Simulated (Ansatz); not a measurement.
**Run report: Hf$_{16}$SiO$_{32}$ (charge +1), single-point calculation (part 2 of 2)**

Hf$_{16}$SiO$_{32}$ (defect cell, 49 atoms in the cell, total charge +1); DFT PBE, scalar-relativistic, plane waves, PAW, spin-polarised (Ansatz 0.2.0); cutoff 420 eV, 2×2×2 k-mesh, Gaussian smearing of 0.05 eV, collinear spins. The structure derives from a Materials Project entry.

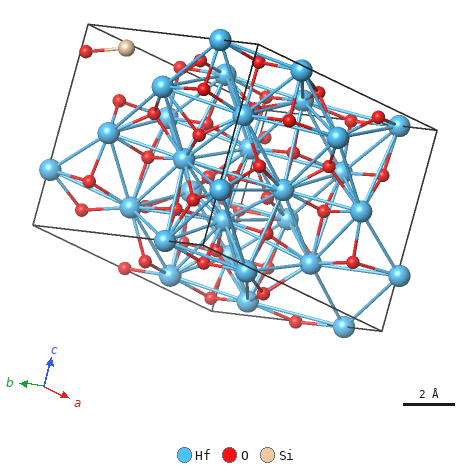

**Figure 1.** The structure as given in the input (ball-and-stick view of the cell of the calculation, seen at an oblique angle). An atom can appear more than once, as a periodic image.

**Output, continued**
```
--- Forces (eV/Å), atoms counted from 1 ---
  atom   1  Hf     0.58542807     0.00202313    -0.21748344
  atom   2  Hf     0.26965948    -0.06068750     0.17764847
  atom   3  Hf    -0.27563317    -0.08548562     0.30258607
  atom   4  Hf    -0.90917496     0.14067012    -0.46493563
  atom   5  Hf    -0.01947163    -0.02298628     0.02456573
  atom   6  Hf    -0.21218991     0.04586209     0.05068409
  atom   7  Hf     0.43997109     0.30009142     2.03879698
  atom   8  Hf     0.13816632     0.05205654    -0.72509755
  atom   9  Hf     0.04641030     0.32639303     0.21063110
  atom  10  Hf    -0.02503680     0.84883705    -0.24085077
  atom  11  Hf    -0.05203407    -0.34863859     0.20882140
  atom  12  Hf    -0.04094485    -1.35235964    -0.67399111
  atom  13  Hf     0.43047074    -0.18279310     0.01321127
  atom  14  Hf    -0.09507793     0.19411796    -0.22541745
  atom  15  Hf     0.04693272     0.23094814    -0.16120609
  atom  16  Hf    -0.33282897    -0.48165411     0.12497051
  atom  17  O      0.19902121    -0.28300530     0.29608577
  atom  18  O      0.34817850    -0.52053548    -0.33442569
  atom  19  O      0.02418328     0.11463215     0.07474445
  atom  20  O     -0.04433540     0.06553973     0.02158489
  atom  21  O     -0.48525151     0.44848628    -0.32446029
  atom  22  O     -0.80191793     0.28028336     0.63691692
  atom  23  O      0.10643880    -0.01044947     0.05032206
  atom  24  O      0.02572220    -0.02948817    -0.02449391
  atom  25  O     -0.11078719    -0.03981990     0.04256090
  atom  26  O     -0.03250703    -0.07919198     0.03865213
  atom  27  O      0.35705382     0.32756349    -0.32198217
  atom  28  O      0.51284356     0.30485379     0.71254726
  atom  29  O     -0.39189452    -0.50036200    -0.18567197
  atom  30  O     -0.15657626    -0.11297211     0.15672652
  atom  31  O      0.07005470     0.09088334     0.04384045
  atom  32  O     -0.10567562     0.13614132     0.09077233
  atom  33  O     -0.14389092    -0.03184838     0.02584555
  atom  34  O      0.13237195     0.15086620    -0.06294113
  atom  35  O     -0.12025879     0.04518205    -0.00139115
  atom  36  O      0.15415615    -0.22411202     0.05350521
  atom  37  O      0.07021956     0.02510584    -0.02248937
  atom  38  O      0.04057121    -0.21114424    -0.05633898
  atom  39  O      0.02049112     0.06327900     0.07607692
  atom  40  O     -0.73006114     1.09165360     0.05583060
  atom  41  O      0.13691822    -0.05762671    -0.33747838
  atom  42  O     -1.23761209    -0.56887868     0.51234976
  atom  43  O      0.07387539     0.00301436     0.00367304
  atom  44  O      0.03632599     0.22747969    -0.12301304
  atom  45  O     -0.13903676     0.02688018     0.00617116
  atom  46  O     -0.08163490    -0.03520137     0.03187954
  atom  47  O      0.06320963    -0.04226534     0.00161930
  atom  48  O      0.84855123     0.13279367    -0.13141173
  atom  49  Si     1.36665153    -0.39416039    -1.44856249
  max |Σ_I F_I| component: 4.44e-5 eV/Å
--- Band table (eV; the first three rows and the last of 16) ---
  k-point 0 ↑: bands = ["-44.3307", "-44.3184", "-44.3066", "-44.2199", "-44.1584", "-44.1444", "-44.1350", "-44.1270", "-44.1052", "-44.1011", ... 158 levels left out ..., "6.1019", "6.1094", "6.1216", "6.1358", "6.1389", "6.1406", "6.1451", "6.1520", "6.1566", "6.1637", "6.1667", "6.1732", "6.1769", "6.1888", "6.1921", "6.2003", "6.2069", "6.2152", "6.2185", "6.2220", "6.2227", "6.2284", "6.2311", "6.2330", "6.2354", "6.2364", "6.2444", "6.2514", "6.2579",
      "6.2586", "6.2648", "6.2700", "6.2725", "6.2755", "6.2821", "6.2871", "6.2902", "6.2937", "6.3029", "6.3105", "8.6495", "10.3069", "10.5367", "10.6559", "10.7017", "10.8104", "10.8456", "10.9330", "11.0755", "11.1697", "11.2299", "11.3174", "11.3990", "11.4495", "11.4960", "11.5483", "11.6353", "11.6631", "11.6868", "11.7142", "11.8569", "11.9052", "11.9292", "11.9979", "12.0475", "12.1170", "12.2375", "12.2693", "12.3396",
      "12.3906", "12.4205", "12.5016", "12.5590", "12.5709", "12.6378", "12.7125", "12.7607", "12.8236", "12.8601", "12.9139", "13.0126", "13.0923", "13.1048", "13.1801", "13.2654", "13.3039", "13.3875", "13.4804", "13.5779", "13.6175", "13.6599", "13.7154", "13.7695", "13.8133", "13.8673", "13.9077", "13.9433", "13.9670", "14.0071", "14.1099", "14.1150", "14.1554", "14.2533", "14.2800", "14.3178", "14.3432", "14.4030", "14.4468", "14.5075",
      "14.5871", "14.6303", "14.6611", "14.7487", "14.8455", "14.8616", "14.9283", "14.9727", "14.9993", "15.0462", "15.0753", "15.1061", "15.1397", "15.2003", "15.3622", "15.3756", "15.4279", "15.5432", "15.5962", "15.6049", "15.6787", "15.7989", "15.8456", "15.9248", "16.0345", "16.0828", "16.1797", "16.2726", "17.6445", "19.6477", "20.5978", "20.7538", "20.8913", "21.0221", "21.0607", "21.1998", "21.2396", "21.3588", "21.4393", "21.4980",
      "21.6116", "21.6204", "21.6726", "21.7331", "21.8038", "21.8789", "21.9554", "21.9894", "22.0583", "22.1235", "22.1284", "22.1830", "22.2914", "22.3389", "22.4001", "22.5075", "22.5770", "22.6089", "22.6924", "22.7752", "22.8545", "22.9449", "22.9717", "23.0523", "23.1248", "23.1805", "23.2190", "23.3555", "23.3674", "23.4167", "23.5095", "23.6272", "23.6852", "23.7342", "23.8111", "23.9130", "23.9515", "23.9787", "24.1432", "24.2265",
      "24.3593", "24.4176", "24.4565", "24.4844", "24.5625", "24.6012", "24.7184", "24.7864", "24.9880", "25.0123", "25.0762"]
  k-point 1 ↑: bands = ["-44.3306", "-44.3184", "-44.3066", "-44.2199", "-44.1584", "-44.1445", "-44.1350", "-44.1270", "-44.1052", "-44.1011", ... 158 levels left out ..., "6.1026", "6.1093", "6.1215", "6.1354", "6.1389", "6.1400", "6.1460", "6.1513", "6.1562", "6.1639", "6.1667", "6.1731", "6.1766", "6.1893", "6.1927", "6.2014", "6.2074", "6.2157", "6.2181", "6.2221", "6.2225", "6.2280", "6.2309", "6.2324", "6.2351", "6.2370", "6.2441", "6.2520", "6.2574",
      "6.2600", "6.2644", "6.2690", "6.2716", "6.2758", "6.2813", "6.2872", "6.2901", "6.2935", "6.3033", "6.3117", "8.6806", "10.3413", "10.5825", "10.7370", "10.7738", "10.8641", "10.9340", "10.9551", "11.0232", "11.1198", "11.2110", "11.2792", "11.3065", "11.4213", "11.4872", "11.5207", "11.5569", "11.5886", "11.6570", "11.6780", "11.7910", "11.8802", "11.9238", "11.9612", "12.0284", "12.0719", "12.1235", "12.1513", "12.1934",
      "12.2355", "12.2850", "12.3128", "12.4150", "12.5047", "12.6470", "12.7175", "12.7514", "12.9443", "12.9996", "13.0381", "13.0616", "13.0935", "13.1944", "13.2623", "13.3024", "13.4069", "13.4326", "13.5035", "13.5835", "13.6533", "13.7280", "13.7621", "13.8321", "13.8775", "13.9064", "13.9362", "13.9855", "14.0609", "14.1214", "14.1723", "14.2098", "14.2646", "14.3315", "14.3679", "14.3865", "14.4139", "14.4280", "14.5276", "14.5635",
      "14.5790", "14.6137", "14.6743", "14.7017", "14.7564", "14.7941", "14.8679", "14.8930", "14.9445", "14.9881", "15.0302", "15.0861", "15.1300", "15.2540", "15.2782", "15.3525", "15.4081", "15.4576", "15.4969", "15.6651", "15.7539", "15.7818", "15.8577", "15.8913", "15.9752", "16.0788", "16.2310", "16.2973", "17.6755", "19.5214", "20.5667", "20.8661", "20.9078", "20.9359", "21.1157", "21.2331", "21.2808", "21.3343", "21.3779", "21.4521",
      "21.5242", "21.5706", "21.6653", "21.7658", "21.8279", "21.9247", "21.9591", "21.9906", "21.9964", "22.0688", "22.1157", "22.2486", "22.3089", "22.4010", "22.4077", "22.4738", "22.5763", "22.6086", "22.6704", "22.7594", "22.7715", "22.8592", "23.0112", "23.0960", "23.1579", "23.2184", "23.2811", "23.3037", "23.4821", "23.4971", "23.5523", "23.6771", "23.7092", "23.7740", "23.9278", "23.9855", "24.0123", "24.0240", "24.1871", "24.2082",
      "24.3248", "24.3456", "24.3773", "24.5618", "24.6288", "24.7088", "24.7811", "24.8635", "24.8983", "24.9607", "25.0575"]
  k-point 2 ↑: bands = ["-44.3307", "-44.3184", "-44.3066", "-44.2199", "-44.1584", "-44.1445", "-44.1350", "-44.1270", "-44.1052", "-44.1011", ... 158 levels left out ..., "6.1002", "6.1090", "6.1214", "6.1352", "6.1387", "6.1409", "6.1453", "6.1517", "6.1561", "6.1641", "6.1663", "6.1736", "6.1771", "6.1894", "6.1926", "6.2002", "6.2070", "6.2144", "6.2183", "6.2218", "6.2237", "6.2288", "6.2308", "6.2329", "6.2345", "6.2365", "6.2445", "6.2517", "6.2581",
      "6.2612", "6.2631", "6.2701", "6.2710", "6.2761", "6.2810", "6.2871", "6.2894", "6.2942", "6.3029", "6.3132", "8.7573", "10.3949", "10.5006", "10.5406", "10.7677", "10.8443", "10.9873", "11.0457", "11.0970", "11.1294", "11.1719", "11.3143", "11.3255", "11.3671", "11.4382", "11.4652", "11.5220", "11.5920", "11.6461", "11.7547", "11.7983", "11.8188", "11.8666", "11.9516", "11.9882", "12.0371", "12.0977", "12.2537", "12.3039",
      "12.3274", "12.4295", "12.4816", "12.5255", "12.5812", "12.6105", "12.6239", "12.7143", "12.7704", "12.8470", "12.9370", "13.0187", "13.0860", "13.2023", "13.2650", "13.3454", "13.4069", "13.4163", "13.4894", "13.5942", "13.6672", "13.6738", "13.7012", "13.7857", "13.8565", "13.8987", "13.9251", "13.9420", "13.9859", "14.0806", "14.1444", "14.2265", "14.2700", "14.3055", "14.3163", "14.3582", "14.3777", "14.4845", "14.5138", "14.5284",
      "14.5975", "14.6590", "14.6828", "14.6969", "14.7901", "14.8435", "14.9027", "14.9332", "15.0064", "15.0925", "15.1348", "15.2165", "15.2306", "15.3214", "15.3436", "15.4256", "15.4605", "15.4735", "15.5239", "15.5755", "15.6561", "15.7694", "15.7990", "15.9081", "16.0333", "16.0530", "16.1480", "16.2736", "17.6467", "19.4946", "20.5193", "20.6467", "20.9425", "21.0038", "21.1171", "21.2402", "21.3309", "21.3684", "21.4194", "21.4344",
      "21.5497", "21.5946", "21.6877", "21.7781", "21.8152", "21.8800", "21.9075", "21.9308", "22.0135", "22.0694", "22.1523", "22.2410", "22.2921", "22.3086", "22.4079", "22.4585", "22.5297", "22.5763", "22.6435", "22.7824", "22.7991", "22.8445", "22.9703", "23.0249", "23.0994", "23.1722", "23.2536", "23.4078", "23.4956", "23.5496", "23.5785", "23.5886", "23.6811", "23.8204", "23.9181", "23.9747", "24.0029", "24.0816", "24.1227", "24.2235",
      "24.2997", "24.3672", "24.4587", "24.5175", "24.5469", "24.6534", "24.7216", "24.8183", "24.8815", "25.0028", "25.0466"]
  k-point 7 ↓: bands = ["-44.3217", "-44.3139", "-44.2179", "-44.2138", "-44.1566", "-44.1420", "-44.1334", "-44.1276", "-44.1045", "-44.1006", ... 158 levels left out ..., "6.1031", "6.1103", "6.1227", "6.1358", "6.1383", "6.1420", "6.1455", "6.1524", "6.1562", "6.1644", "6.1663", "6.1738", "6.1773", "6.1896", "6.1929", "6.2018", "6.2073", "6.2157", "6.2177", "6.2203", "6.2224", "6.2304", "6.2317", "6.2329", "6.2339", "6.2368", "6.2466", "6.2524", "6.2573",
      "6.2602", "6.2647", "6.2708", "6.2722", "6.2749", "6.2817", "6.2882", "6.2890", "6.2945", "6.3050", "6.3143", "9.0055", "10.3013", "10.5345", "10.6830", "10.6882", "10.8002", "10.8939", "11.0422", "11.1017", "11.1764", "11.3044", "11.3780", "11.4532", "11.4604", "11.4911", "11.5532", "11.6103", "11.6556", "11.7092", "11.7212", "11.8425", "11.8980", "11.9557", "11.9718", "12.0299", "12.0870", "12.1758", "12.2187", "12.2330",
      "12.3301", "12.3991", "12.4241", "12.4884", "12.5106", "12.5750", "12.6511", "12.6652", "12.6728", "12.7988", "12.8723", "12.9815", "13.0933", "13.1666", "13.1965", "13.2746", "13.3111", "13.3690", "13.4554", "13.4743", "13.5176", "13.7118", "13.7474", "13.8606", "13.8804", "13.9002", "13.9382", "13.9840", "14.0512", "14.1377", "14.1568", "14.2533", "14.2929", "14.3237", "14.4222", "14.4587", "14.5013", "14.5301", "14.5621", "14.5709",
      "14.6225", "14.6448", "14.7176", "14.7333", "14.7695", "14.7801", "14.9069", "14.9616", "15.0048", "15.1374", "15.1964", "15.2162", "15.2880", "15.3115", "15.3521", "15.4208", "15.5358", "15.5903", "15.6332", "15.6686", "15.7405", "15.7616", "15.8909", "15.9444", "16.0612", "16.1337", "16.2178", "16.3799", "18.6915", "19.6020", "20.2103", "20.7242", "21.0727", "21.1051", "21.1717", "21.2030", "21.3005", "21.4131", "21.4652", "21.5353",
      "21.5704", "21.6031", "21.6343", "21.7689", "21.7908", "21.8883", "21.9034", "22.0395", "22.0655", "22.0821", "22.1234", "22.1512", "22.2523", "22.3448", "22.4312", "22.4959", "22.5128", "22.6861", "22.7024", "22.7285", "22.8388", "22.9034", "22.9610", "23.0323", "23.1678", "23.3025", "23.3215", "23.3732", "23.4237", "23.4524", "23.5650", "23.6886", "23.7637", "23.8169", "23.9380", "24.0082", "24.0766", "24.1502", "24.1705", "24.3153",
      "24.3570", "24.3830", "24.4830", "24.5268", "24.6241", "24.6821", "24.7522", "24.8560", "24.8939", "25.0245", "25.0394"]
--- Löwdin populations: 49 sites ---
  site symbol       q [e]    m [muB]
     0     Hf     24.5936     0.0060
     1     Hf     24.6219     0.0038
     2     Hf     24.5917     0.0006
     3     Hf     24.6939    -0.0039
     4     Hf     24.5970     0.0004
     5     Hf     24.5868     0.0031
     6     Hf     24.8417     0.2734
     7     Hf     24.5751     0.0036
     8     Hf     24.5803     0.0036
     9     Hf     24.6248     0.0075
    10     Hf     24.6184     0.0015
    11     Hf     24.6630     0.0411
    12     Hf     24.5878     0.0022
    13     Hf     24.5611     0.0025
    14     Hf     24.5656     0.0064
    15     Hf     24.5910     0.0012
    16      O      6.6363     0.0064
    17      O      6.6095     0.0076
    18      O      6.6459     0.0002
    19      O      6.6434     0.0002
    20      O      6.6185     0.0175
    21      O      6.6474     0.0277
    22      O      6.6304     0.0006
    23      O      6.6312     0.0002
    24      O      6.6060     0.0009
    25      O      6.6001     0.0003
    26      O      6.5980     0.0034
    27      O      6.6012     0.0222
    28      O      6.5909     0.0107
    29      O      6.6201     0.0003
    30      O      6.6174    -0.0003
    31      O      6.6120     0.0042
    32      O      6.6348     0.0015
    33      O      6.6441    -0.0005
    34      O      6.6411     0.0047
    35      O      6.6477     0.0008
    36      O      6.6444     0.0019
    37      O      6.6554     0.0007
    38      O      6.6349     0.0004
    39      O      6.6594     0.0421
    40      O      6.6541     0.0111
    41      O      6.6617     0.0341
    42      O      6.6281    -0.0003
    43      O      6.6355     0.0015
    44      O      6.6442    -0.0000
    45      O      6.6574     0.0005
    46      O      6.6315     0.0004
    47      O      6.6269     0.0272
    48     Si      3.3184     0.3884
  spilling = 0.002583 (of n_electrons = 611.000000)
--- Bader charges: 49 sites ---
  site symbol  charge [e]  shift [e]    m [muB]
     0     Hf      2.6491     0.0059     0.0054
     1     Hf      2.6113     0.0061     0.0007
     2     Hf      2.6372     0.0059     0.0003
     3     Hf      2.5529     0.0043    -0.0019
     4     Hf      2.6430     0.0060     0.0004
     5     Hf      2.6541     0.0052     0.0026
     6     Hf      2.3302     0.0054     0.2496
     7     Hf      2.6443     0.0055     0.0024
     8     Hf      2.6311     0.0058     0.0021
     9     Hf      2.6069     0.0058     0.0056
    10     Hf      2.6246     0.0062     0.0009
    11     Hf      2.5761     0.0051     0.0326
    12     Hf      2.6513     0.0061     0.0021
    13     Hf      2.6602     0.0057     0.0034
    14     Hf      2.6576     0.0055     0.0054
    15     Hf      2.6468     0.0061     0.0018
    16      O     -1.3096     0.0024     0.0094
    17      O     -1.2995     0.0033     0.0156
    18      O     -1.3099     0.0025     0.0004
    19      O     -1.3128     0.0027     0.0003
    20      O     -1.3115     0.0029     0.0180
    21      O     -1.3207     0.0022     0.0301
    22      O     -1.3013     0.0029     0.0007
    23      O     -1.3009     0.0027     0.0004
    24      O     -1.2994     0.0034     0.0012
    25      O     -1.2938     0.0034     0.0004
    26      O     -1.3041     0.0034     0.0086
    27      O     -1.2892     0.0029     0.0273
    28      O     -1.2979     0.0036     0.0118
    29      O     -1.3093     0.0032     0.0021
    30      O     -1.3047     0.0031     0.0002
    31      O     -1.2967     0.0030     0.0032
    32      O     -1.2893     0.0033     0.0021
    33      O     -1.2936     0.0030     0.0002
    34      O     -1.2927     0.0034     0.0058
    35      O     -1.3014     0.0027     0.0004
    36      O     -1.3042     0.0030     0.0022
    37      O     -1.3008     0.0029     0.0007
    38      O     -1.2872     0.0033     0.0005
    39      O     -1.4650     0.0026     0.0633
    40      O     -1.3127     0.0020     0.0098
    41      O     -1.4957     0.0020     0.0564
    42      O     -1.2861     0.0031     0.0001
    43      O     -1.3019     0.0030     0.0019
    44      O     -1.2994     0.0033     0.0002
    45      O     -1.3052     0.0028     0.0008
    46      O     -1.2815     0.0033     0.0006
    47      O     -1.2741     0.0032     0.0292
    48     Si      1.1750     0.0054     0.3833
  estimated error of the sums over rays = 5.6e-4 e
```

**Key numbers**

| quantity | value |
| --- | --- |
| outcome | converged |
| electrons treated | 611 |
| free energy | −270430.2973 eV |
| Fermi energy | 18.170 eV |
| gap on the k-point mesh | 0.85 eV |
| net moment of the cell | 1.00 μB |
| integrated absolute moment | 1.07 μB |
| largest force (length of the vector) | 2.107 eV/Å |
| hardware | 4 threads of Arm Neoverse V1, 24 GiB of memory available, shared host |
| wall time | 5.3 min (CPU time 21 min) |
| peak memory | 4.8 GiB |

**Remarks**

The cell is charged and computed with a neutralising background, so its energy and pressure depend on the cell and aren't those of a real crystal. Spin–orbit coupling is left out, which matters for Hf.
